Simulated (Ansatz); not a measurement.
# KCl(100) (Fm-3m bulk, 4 atomic planes (those closer than 0.6 Å count as one), 9 Å, KCl-terminated): simulated STM

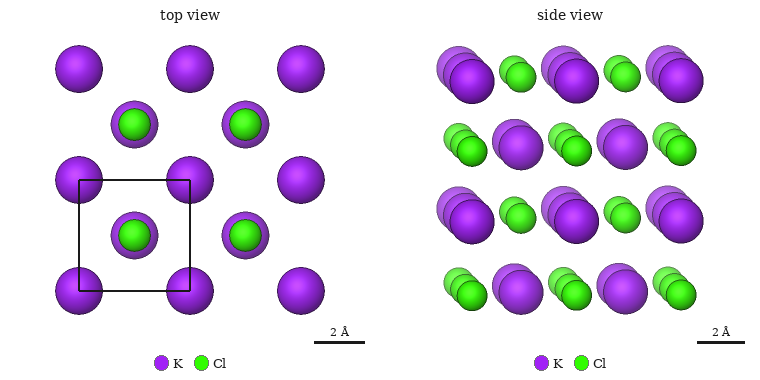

The relaxed structure from above and from the side.

Method: DFT LDA, scalar-relativistic, plane waves, PAW (Ansatz 0.2.0). Cutoff 420 eV, 16 × 16 k-points, Gaussian smearing 0.05 eV, dipole correction. The slab is a cut without reconstruction beyond its cell, at the source's lattice constants, with its lower half held fixed and the rest relaxed. No spin polarisation. The semilocal functional makes this wide gap too small, and with it the biases at which current sets in. The run warns that the functional's potential is rough in the thin density of the vacuum, where the tip is; weak contrasts and barriers may feel it.

Tersoff–Hamann simulation (s-wave tip); biases are sample biases. Zero bias is put in the middle of the gap by convention. Bias windows are sharp sums over the levels of the k mesh.

```
CELL_PARAMETERS angstrom
4.46340 0.00000 0.00000
0.00000 4.46340 0.00000
0.00000 0.00000 26.46830
ATOMIC_POSITIONS crystal
K 0.50000 0.50000 0.32114
Cl 0.00000 0.00000 0.32114
K 0.00000 0.00000 0.44038
Cl 0.50000 0.50000 0.44038
K 0.50000 0.50000 0.55428
Cl 0.00000 0.00000 0.55402
K 0.00000 0.00000 0.66674
Cl 0.50000 0.50000 0.66795
```

## 1. One image

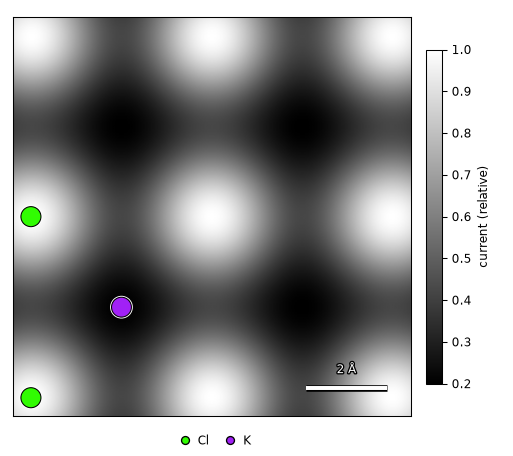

Constant-height image 5.0 Å above the topmost atom of this surface, sample bias −2.65 V. The atoms seen from above are drawn over one corner (deeper ones smaller).

What lies under the maxima and minima of this image?

Answer. The brightest spots lie over the top Cl atoms; the darkest points are over the top K atoms. The brightest point carries 5 times the current of the darkest.

## 2. Approach curves

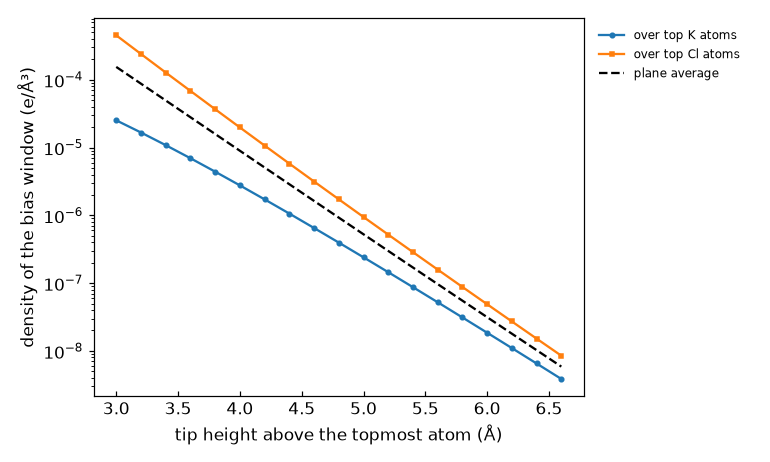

Approach curves over this surface at a sample bias of −3.00 V.

How fast does the current decay, and what apparent barrier height does that imply?

Answer. Near 4 Å the plane average falls as exp(−2.84 z/Å), a factor of 17 per ångström, which gives an apparent barrier of 7.7 eV (0.952 eV Å² times the slope squared). The vacuum level lies 4.06 eV above zero bias. The highest filled states lie 6.45 eV under it. The apparent barrier is above 6.45 eV. At 4 Å the 0.25 eV of states nearest the highest filled state carry 77 % of the density. The value exceeds even the 7.06 eV between the vacuum level and the deepest states of the window, so their depth alone doesn't explain it. States away from the zone centre decay faster, since their momentum along the surface adds to the barrier, and that may account for the rest.

## 3. States by depth

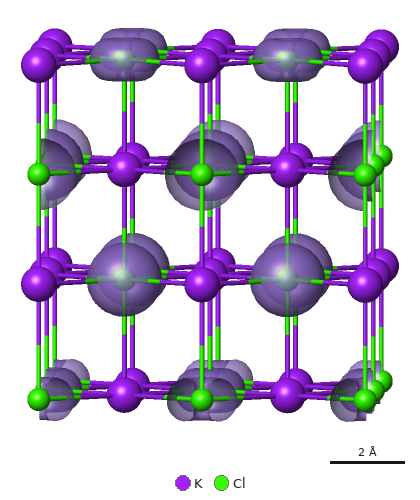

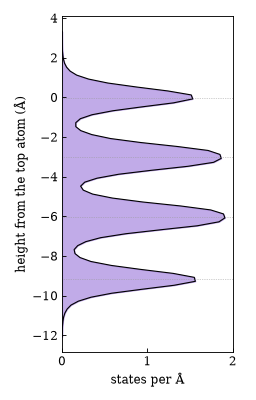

Density of all states between −3.00 and −2.65 eV (zero: the middle of the gap) of this surface: purple isosurface at 2.1 × 10⁻¹ e/Å³, seen from the side, and the full density summed over planes, the part near the nuclei included (dotted lines mark the atomic planes).

The first picture shows the smooth PAW orbitals' density alone; the shares below count all of it.

Where in the slab do these states sit?

Answer. The window holds 10 states per cell. Shares by plane (space cut midway between planes), top to bottom: KCl 20 %, KCl 29 %, KCl 31 %, KCl 20 %; the outer planes' shares include the vacuum, and density in a gap between layers is shared out between the planes on either side.
